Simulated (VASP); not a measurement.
**ZrN: optical-spectrum calculation (part 3 of 4)**

Continued. System: ZrN (Fm-3m, 2 atoms in the cell). Method: Kohn-Sham DFT of a periodic cell, PBE, spin-orbit coupling, VASP PAW PBE potentials, recommended (VASP 6.6.1); cutoff 520 eV, 16×16×16 k-mesh, fermi-dirac of 0.05 eV, non-collinear spins. The structure was built on a prototype by a generator; it need not be a known phase.

Geometry of the input (Å; fractional positions):
```
0.0000  2.2875  2.2875
2.2875  0.0000  2.2875
2.2875  2.2875  0.0000
Zr 0.0000  0.0000  0.0000
N  0.5000  0.5000  0.5000
```

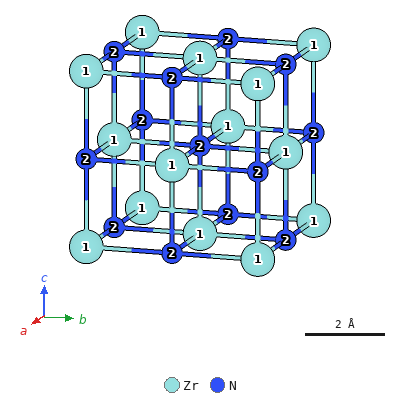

*The structure (ball-and-stick view of the cell 4 times as large as that of the calculation, set on its symmetry axes, seen slightly off an axis; atoms are numbered from 1 in the order of the input).*

## Parts of OUTCAR, continued
```
  frequency dependent IMAGINARY DIELECTRIC FUNCTION (independent particle, no local field effects) current-current
     E(ev)      X         Y         Z        XY        YZ        ZX
  --------------------------------------------------------------------------------------------------------------
     0.00000   606.90081   606.90081   606.90081     0.00000     0.00000    -0.00000
     1.30150     0.71034     0.71034     0.71034     0.00000     0.00000    -0.00000
     2.60301     0.42234     0.42234     0.42234     0.00000    -0.00000    -0.00000
     3.90451     1.07380     1.07380     1.07380    -0.00000     0.00000    -0.00000
     5.20601     9.10182     9.10182     9.10182     0.00000    -0.00000    -0.00000
     6.50752     8.90591     8.90591     8.90591    -0.00000    -0.00000    -0.00000
     7.80902    10.61471    10.61471    10.61471    -0.00000     0.00000     0.00000
     9.11052     7.50910     7.50910     7.50910    -0.00000     0.00000    -0.00000
    10.41203     3.49261     3.49261     3.49261    -0.00000    -0.00000    -0.00000
    11.71353     1.15902     1.15902     1.15902    -0.00000    -0.00000    -0.00000
    13.01503     0.61465     0.61465     0.61465     0.00000     0.00000     0.00000
    14.31654     1.06098     1.06098     1.06098     0.00000    -0.00000     0.00000
    15.61804     1.55783     1.55783     1.55783    -0.00000    -0.00000    -0.00000
    16.91954     1.66764     1.66764     1.66764    -0.00000     0.00000    -0.00000
    18.22105     1.65378     1.65378     1.65378    -0.00000    -0.00000     0.00000
    19.52255     1.18552     1.18552     1.18552     0.00000    -0.00000     0.00000
    20.82405     0.49020     0.49020     0.49020     0.00000     0.00000    -0.00000
    22.12556     0.44497     0.44497     0.44497     0.00000     0.00000     0.00000
    23.42706     0.52429     0.52429     0.52429    -0.00000    -0.00000    -0.00000
    24.72856     0.34974     0.34974     0.34974    -0.00000    -0.00000     0.00000
    26.03007     0.34991     0.34991     0.34991    -0.00000     0.00000     0.00000
    27.33157     1.21644     1.21644     1.21644    -0.00000    -0.00000     0.00000
    28.63307     1.24829     1.24829     1.24829     0.00000     0.00000     0.00000
    29.93458     2.25119     2.25119     2.25119     0.00000    -0.00000    -0.00000
    31.23608     2.21168     2.21168     2.21168    -0.00000     0.00000    -0.00000
    32.53758     1.60298     1.60298     1.60298     0.00000     0.00000     0.00000
    33.83909     0.80854     0.80854     0.80854    -0.00000     0.00000    -0.00000
    35.14059     0.46825     0.46825     0.46825     0.00000    -0.00000     0.00000
    36.44209     0.34498     0.34498     0.34498     0.00000    -0.00000    -0.00000
    37.74360     0.29507     0.29507     0.29507     0.00000    -0.00000     0.00000
    39.04510     0.36835     0.36835     0.36835    -0.00000    -0.00000    -0.00000
    40.34660     0.29605     0.29605     0.29605     0.00000    -0.00000     0.00000
    41.64811     0.22991     0.22991     0.22991    -0.00000    -0.00000     0.00000
    42.94961     0.13621     0.13621     0.13621     0.00000     0.00000    -0.00000
    44.25111     0.10443     0.10443     0.10443    -0.00000    -0.00000    -0.00000
    45.55262     0.13611     0.13611     0.13611    -0.00000     0.00000    -0.00000
    46.85412     0.09334     0.09334     0.09334    -0.00000    -0.00000    -0.00000
    48.15562     0.11120     0.11120     0.11120     0.00000     0.00000    -0.00000
    49.45713     0.07241     0.07241     0.07241     0.00000    -0.00000    -0.00000
    50.75863     0.07453     0.07453     0.07453    -0.00000     0.00000     0.00000
    52.06013     0.06018     0.06018     0.06018    -0.00000     0.00000    -0.00000
    53.36164     0.10032     0.10032     0.10032    -0.00000    -0.00000     0.00000
    54.66314     0.08888     0.08888     0.08888    -0.00000     0.00000     0.00000
    55.96464     0.07012     0.07012     0.07012    -0.00000    -0.00000    -0.00000
    57.26615     0.04371     0.04371     0.04371    -0.00000    -0.00000     0.00000
    58.56765     0.04452     0.04452     0.04452     0.00000     0.00000    -0.00000
    59.86915     0.02614     0.02614     0.02614    -0.00000     0.00000    -0.00000
    61.17066     0.02653     0.02653     0.02653    -0.00000    -0.00000    -0.00000
    62.47216     0.02259     0.02259     0.02259    -0.00000    -0.00000    -0.00000
    63.77366     0.01999     0.01999     0.01999    -0.00000    -0.00000     0.00000
    65.07517     0.03219     0.03219     0.03219     0.00000    -0.00000     0.00000
    66.37667     0.02127     0.02127     0.02127    -0.00000     0.00000    -0.00000
    67.67817     0.01360     0.01360     0.01360    -0.00000    -0.00000    -0.00000
    68.97968     0.00983     0.00983     0.00983    -0.00000    -0.00000     0.00000
    70.28118     0.00990     0.00990     0.00990     0.00000     0.00000    -0.00000
    71.58268     0.00785     0.00785     0.00785    -0.00000    -0.00000    -0.00000
    72.88419     0.00697     0.00697     0.00697    -0.00000    -0.00000     0.00000
    74.18569     0.00702     0.00702     0.00702    -0.00000    -0.00000    -0.00000
    75.48719     0.00812     0.00812     0.00812     0.00000    -0.00000    -0.00000
    76.78870     0.00778     0.00778     0.00778    -0.00000    -0.00000    -0.00000
    78.09020     0.00587     0.00587     0.00587    -0.00000    -0.00000     0.00000
    79.39170     0.00738     0.00738     0.00738    -0.00000     0.00000     0.00000
    80.69321     0.00939     0.00939     0.00939    -0.00000    -0.00000     0.00000
    81.99471     0.00617     0.00617     0.00617    -0.00000     0.00000    -0.00000
    83.29621     0.00565     0.00565     0.00565    -0.00000     0.00000    -0.00000
    84.59772     0.00233     0.00233     0.00233     0.00000     0.00000     0.00000
    85.89922     0.00144     0.00144     0.00144    -0.00000    -0.00000    -0.00000
    87.20073     0.00089     0.00089     0.00089     0.00000    -0.00000     0.00000
    88.50223     0.00165     0.00165     0.00165    -0.00000    -0.00000     0.00000
    89.80373     0.00139     0.00139     0.00139    -0.00000     0.00000     0.00000
    91.10524     0.00171     0.00171     0.00171     0.00000     0.00000    -0.00000
    92.40674     0.00101     0.00101     0.00101     0.00000     0.00000     0.00000
    93.70824     0.00127     0.00127     0.00127    -0.00000    -0.00000     0.00000
    95.00975     0.00055     0.00055     0.00055     0.00000    -0.00000     0.00000
    96.31125     0.00106     0.00106     0.00106     0.00000    -0.00000     0.00000
    97.61275     0.00058     0.00058     0.00058    -0.00000     0.00000    -0.00000
    98.91426     0.00088     0.00088     0.00088    -0.00000    -0.00000     0.00000
   100.21576     0.00077     0.00077     0.00077     0.00000     0.00000    -0.00000
   101.51726     0.00110     0.00110     0.00110    -0.00000    -0.00000     0.00000
   102.81877     0.00106     0.00106     0.00106     0.00000    -0.00000    -0.00000
   104.12027     0.00083     0.00083     0.00083     0.00000     0.00000    -0.00000
   105.42177     0.00039     0.00039     0.00039     0.00000    -0.00000     0.00000
   106.72328     0.00018     0.00018     0.00018     0.00000     0.00000    -0.00000
   108.02478     0.00002     0.00002     0.00002    -0.00000    -0.00000    -0.00000
   109.32628    -0.00000    -0.00000    -0.00000    -0.00000    -0.00000    -0.00000
   110.62779    -0.00000    -0.00000    -0.00000    -0.00000    -0.00000    -0.00000
   111.92929    -0.00000    -0.00000    -0.00000    -0.00000    -0.00000    -0.00000
   113.23079    -0.00000    -0.00000    -0.00000    -0.00000    -0.00000    -0.00000
   114.53230    -0.00000    -0.00000    -0.00000    -0.00000    -0.00000    -0.00000
   115.83380    -0.00000    -0.00000    -0.00000    -0.00000    -0.00000    -0.00000
   117.13530    -0.00000    -0.00000    -0.00000    -0.00000    -0.00000    -0.00000
   118.43681    -0.00000    -0.00000    -0.00000    -0.00000    -0.00000    -0.00000
   119.73831    -0.00000    -0.00000    -0.00000    -0.00000    -0.00000    -0.00000
   121.03981    -0.00000    -0.00000    -0.00000    -0.00000    -0.00000    -0.00000
   122.34132    -0.00000    -0.00000    -0.00000    -0.00000    -0.00000    -0.00000
   123.64282    -0.00000    -0.00000    -0.00000    -0.00000    -0.00000    -0.00000
   124.94432    -0.00000    -0.00000    -0.00000    -0.00000    -0.00000    -0.00000
   126.24583    -0.00000    -0.00000    -0.00000    -0.00000    -0.00000    -0.00000
   127.54733    -0.00000    -0.00000    -0.00000    -0.00000    -0.00000    -0.00000
   128.84883    -0.00000    -0.00000    -0.00000    -0.00000    -0.00000    -0.00000

  frequency dependent      REAL DIELECTRIC FUNCTION (independent particle, no local field effects) current-current
     E(ev)        X           Y           Z          XY          YZ          ZX
  --------------------------------------------------------------------------------------------------------------
     0.00000  -134.37433  -134.37433  -134.37433    -0.00000    -0.00000     0.00000
     1.30150     5.87945     5.87945     5.87945    -0.00000    -0.00000    -0.00000
     2.60301     7.56360     7.56360     7.56360    -0.00000    -0.00000    -0.00000
     3.90451     9.26453     9.26453     9.26453    -0.00000    -0.00000    -0.00000
     5.20601     9.00668     9.00668     9.00668     0.00000     0.00000    -0.00000
     6.50752     3.95434     3.95434     3.95434    -0.00000    -0.00000    -0.00000
     7.80902     1.76875     1.76875     1.76875    -0.00000     0.00000     0.00000
     9.11052    -0.81250    -0.81250    -0.81250     0.00000     0.00000    -0.00000
    10.41203    -3.32049    -3.32049    -3.32049    -0.00000    -0.00000     0.00000
    11.71353    -2.51592    -2.51592    -2.51592     0.00000     0.00000     0.00000
    13.01503    -0.56672    -0.56672    -0.56672    -0.00000    -0.00000    -0.00000
    14.31654     0.37751     0.37751     0.37751    -0.00000     0.00000    -0.00000
    15.61804     0.72455     0.72455     0.72455    -0.00000    -0.00000    -0.00000
    16.91954     0.30572     0.30572     0.30572    -0.00000    -0.00000    -0.00000
    18.22105     0.22180     0.22180     0.22180    -0.00000    -0.00000    -0.00000
    19.52255    -0.03664    -0.03664    -0.03664    -0.00000    -0.00000     0.00000
    20.82405     0.22373     0.22373     0.22373     0.00000     0.00000     0.00000
    22.12556     0.53478     0.53478     0.53478    -0.00000    -0.00000    -0.00000
    23.42706     0.81399     0.81399     0.81399    -0.00000    -0.00000     0.00000
    24.72856     0.92271     0.92271     0.92271    -0.00000     0.00000     0.00000
    26.03007     1.52406     1.52406     1.52406     0.00000     0.00000    -0.00000
    27.33157     1.81594     1.81594     1.81594     0.00000     0.00000    -0.00000
    28.63307     1.52138     1.52138     1.52138    -0.00000    -0.00000     0.00000
    29.93458     1.26212     1.26212     1.26212    -0.00000    -0.00000    -0.00000
    31.23608     0.46130     0.46130     0.46130    -0.00000     0.00000    -0.00000
    32.53758    -0.47349    -0.47349    -0.47349    -0.00000    -0.00000     0.00000
    33.83909    -0.42955    -0.42955    -0.42955    -0.00000    -0.00000    -0.00000
    35.14059    -0.34835    -0.34835    -0.34835    -0.00000    -0.00000     0.00000
    36.44209     0.00308     0.00308     0.00308    -0.00000    -0.00000     0.00000
    37.74360     0.21825     0.21825     0.21825     0.00000     0.00000    -0.00000
    39.04510     0.27154     0.27154     0.27154    -0.00000    -0.00000     0.00000
    40.34660     0.32449     0.32449     0.32449    -0.00000    -0.00000    -0.00000
    41.64811     0.24071     0.24071     0.24071     0.00000     0.00000     0.00000
    42.94961     0.34515     0.34515     0.34515    -0.00000     0.00000     0.00000
    44.25111     0.39873     0.39873     0.39873    -0.00000    -0.00000     0.00000
    45.55262     0.50595     0.50595     0.50595     0.00000    -0.00000     0.00000
    46.85412     0.52450     0.52450     0.52450     0.00000    -0.00000     0.00000
    48.15562     0.53984     0.53984     0.53984     0.00000    -0.00000     0.00000
    49.45713     0.57680     0.57680     0.57680     0.00000    -0.00000     0.00000
    50.75863     0.60837     0.60837     0.60837    -0.00000    -0.00000     0.00000
    52.06013     0.64748     0.64748     0.64748    -0.00000    -0.00000     0.00000
    53.36164     0.66385     0.66385     0.66385    -0.00000    -0.00000     0.00000
    54.66314     0.65147     0.65147     0.65147    -0.00000     0.00000     0.00000
    55.96464     0.65652     0.65652     0.65652    -0.00000    -0.00000     0.00000
    57.26615     0.66967     0.66967     0.66967    -0.00000    -0.00000     0.00000
    58.56765     0.69344     0.69344     0.69344    -0.00000    -0.00000     0.00000
    59.86915     0.71481     0.71481     0.71481    -0.00000    -0.00000     0.00000
    61.17066     0.73166     0.73166     0.73166    -0.00000    -0.00000     0.00000
    62.47216     0.74678     0.74678     0.74678    -0.00000    -0.00000     0.00000
    63.77366     0.76439     0.76439     0.76439    -0.00000    -0.00000     0.00000
    65.07517     0.76710     0.76710     0.76710    -0.00000    -0.00000     0.00000
    66.37667     0.77947     0.77947     0.77947    -0.00000    -0.00000     0.00000
    67.67817     0.78965     0.78965     0.78965    -0.00000    -0.00000     0.00000
    68.97968     0.79610     0.79610     0.79610    -0.00000    -0.00000     0.00000
    70.28118     0.80479     0.80479     0.80479    -0.00000    -0.00000     0.00000
    71.58268     0.81733     0.81733     0.81733    -0.00000    -0.00000     0.00000
    72.88419     0.82485     0.82485     0.82485    -0.00000    -0.00000     0.00000
    74.18569     0.83494     0.83494     0.83494    -0.00000     0.00000     0.00000
    75.48719     0.84059     0.84059     0.84059    -0.00000    -0.00000     0.00000
    76.78870     0.84688     0.84688     0.84688    -0.00000    -0.00000     0.00000
    78.09020     0.85049     0.85049     0.85049    -0.00000    -0.00000     0.00000
    79.39170     0.85702     0.85702     0.85702    -0.00000    -0.00000     0.00000
    80.69321     0.86236     0.86236     0.86236    -0.00000    -0.00000     0.00000
    81.99471     0.86373     0.86373     0.86373    -0.00000    -0.00000     0.00000
    83.29621     0.86748     0.86748     0.86748    -0.00000    -0.00000     0.00000
    84.59772     0.87235     0.87235     0.87235    -0.00000    -0.00000     0.00000
    85.89922     0.87761     0.87761     0.87761    -0.00000    -0.00000     0.00000
    87.20073     0.88307     0.88307     0.88307    -0.00000    -0.00000     0.00000
    88.50223     0.88717     0.88717     0.88717    -0.00000    -0.00000     0.00000
    89.80373     0.89100     0.89100     0.89100    -0.00000    -0.00000     0.00000
    91.10524     0.89415     0.89415     0.89415    -0.00000     0.00000     0.00000
    92.40674     0.89749     0.89749     0.89749    -0.00000    -0.00000     0.00000
    93.70824     0.90095     0.90095     0.90095    -0.00000    -0.00000     0.00000
    95.00975     0.90444     0.90444     0.90444    -0.00000    -0.00000     0.00000
    96.31125     0.90665     0.90665     0.90665    -0.00000    -0.00000     0.00000
    97.61275     0.90967     0.90967     0.90967    -0.00000    -0.00000     0.00000
    98.91426     0.91247     0.91247     0.91247    -0.00000    -0.00000     0.00000
   100.21576     0.91448     0.91448     0.91448    -0.00000    -0.00000     0.00000
   101.51726     0.91764     0.91764     0.91764    -0.00000    -0.00000     0.00000
   102.81877     0.91930     0.91930     0.91930    -0.00000    -0.00000     0.00000
   104.12027     0.92106     0.92106     0.92106    -0.00000    -0.00000     0.00000
   105.42177     0.92345     0.92345     0.92345    -0.00000    -0.00000     0.00000
   106.72328     0.92505     0.92505     0.92505    -0.00000    -0.00000     0.00000
   108.02478     0.92735     0.92735     0.92735    -0.00000    -0.00000     0.00000
   109.32628     0.92930     0.92930     0.92930    -0.00000    -0.00000     0.00000
   110.62779     0.93118     0.93118     0.93118    -0.00000    -0.00000     0.00000
   111.92929     0.93296     0.93296     0.93296    -0.00000    -0.00000     0.00000
   113.23079     0.93465     0.93465     0.93465    -0.00000    -0.00000     0.00000
   114.53230     0.93627     0.93627     0.93627    -0.00000    -0.00000     0.00000
   115.83380     0.93782     0.93782     0.93782    -0.00000    -0.00000     0.00000
   117.13530     0.93932     0.93932     0.93932    -0.00000    -0.00000     0.00000
   118.43681     0.94075     0.94075     0.94075    -0.00000    -0.00000     0.00000
   119.73831     0.94213     0.94213     0.94213    -0.00000    -0.00000     0.00000
   121.03981     0.94346     0.94346     0.94346    -0.00000    -0.00000     0.00000
   122.34132     0.94474     0.94474     0.94474    -0.00000    -0.00000     0.00000
   123.64282     0.94598     0.94598     0.94598    -0.00000    -0.00000     0.00000
   124.94432     0.94718     0.94718     0.94718    -0.00000    -0.00000     0.00000
   126.24583     0.94833     0.94833     0.94833    -0.00000    -0.00000     0.00000
   127.54733     0.94944     0.94944     0.94944    -0.00000    -0.00000     0.00000
   128.84883     0.95052     0.95052     0.95052    -0.00000    -0.00000     0.00000

 Spin-Orbit-Coupling matrix elements

 Ion:    1  E_soc:     -0.1371223
 l=   1
     0.0000000    -0.0222598    -0.0222598
    -0.0222598     0.0000000    -0.0222598
    -0.0222598    -0.0222598     0.0000000
 l=   2
     0.0000000    -0.0001765     0.0000000    -0.0001765    -0.0004175
    -0.0001765     0.0000000    -0.0003131    -0.0001765    -0.0001044
     0.0000000    -0.0003131     0.0000000    -0.0003131     0.0000000
    -0.0001765    -0.0001765    -0.0003131     0.0000000    -0.0001044
    -0.0004175    -0.0001044     0.0000000    -0.0001044     0.0000000
 l=   3
     0.0000000     0.0000000     0.0000000     0.0000000     0.0000000     0.0000000     0.0000000
     0.0000000     0.0000000     0.0000000     0.0000000     0.0000000     0.0000000     0.0000000
     0.0000000     0.0000000     0.0000000     0.0000000     0.0000000     0.0000000     0.0000000
     0.0000000     0.0000000     0.0000000     0.0000000     0.0000000     0.0000000     0.0000000
     0.0000000     0.0000000     0.0000000     0.0000000     0.0000000     0.0000000     0.0000000
     0.0000000     0.0000000     0.0000000     0.0000000     0.0000000     0.0000000     0.0000000
     0.0000000     0.0000000     0.0000000     0.0000000     0.0000000     0.0000000     0.0000000

 Ion:    2  E_soc:     -0.0001647
 l=   1
     0.0000000    -0.0000275    -0.0000275
    -0.0000275     0.0000000    -0.0000275
    -0.0000275    -0.0000275     0.0000000
 l=   2
     0.0000000     0.0000000     0.0000000     0.0000000     0.0000000
     0.0000000     0.0000000     0.0000000     0.0000000     0.0000000
     0.0000000     0.0000000     0.0000000     0.0000000     0.0000000
     0.0000000     0.0000000     0.0000000     0.0000000     0.0000000
     0.0000000     0.0000000     0.0000000     0.0000000     0.0000000
 l=   3
     0.0000000     0.0000000     0.0000000     0.0000000     0.0000000     0.0000000     0.0000000
     0.0000000     0.0000000     0.0000000     0.0000000     0.0000000     0.0000000     0.0000000
     0.0000000     0.0000000     0.0000000     0.0000000     0.0000000     0.0000000     0.0000000
     0.0000000     0.0000000     0.0000000     0.0000000     0.0000000     0.0000000     0.0000000
     0.0000000     0.0000000     0.0000000     0.0000000     0.0000000     0.0000000     0.0000000
     0.0000000     0.0000000     0.0000000     0.0000000     0.0000000     0.0000000     0.0000000
     0.0000000     0.0000000     0.0000000     0.0000000     0.0000000     0.0000000     0.0000000

 total charge

# of ion       s       p       d       tot
------------------------------------------
    1        2.162   6.033   1.680   9.875
    2        1.243   2.479   0.000   3.722
--------------------------------------------------
tot          3.404   8.513   1.680  13.597

 magnetization (x)

# of ion       s       p       d       tot
------------------------------------------
    1       -0.000   0.000   0.000  -0.000
    2        0.000   0.000   0.000   0.000
--------------------------------------------------
tot         -0.000   0.000   0.000   0.000

 magnetization (y)

# of ion       s       p       d       tot
------------------------------------------
    1       -0.000   0.000  -0.000  -0.000
    2       -0.000   0.000   0.000   0.000
--------------------------------------------------
tot         -0.000   0.000  -0.000  -0.000

 magnetization (z)

# of ion       s       p       d       tot
------------------------------------------
    1       -0.000  -0.000   0.000  -0.000
    2       -0.000  -0.000   0.000  -0.000
--------------------------------------------------
tot         -0.000  -0.000   0.000  -0.000
```
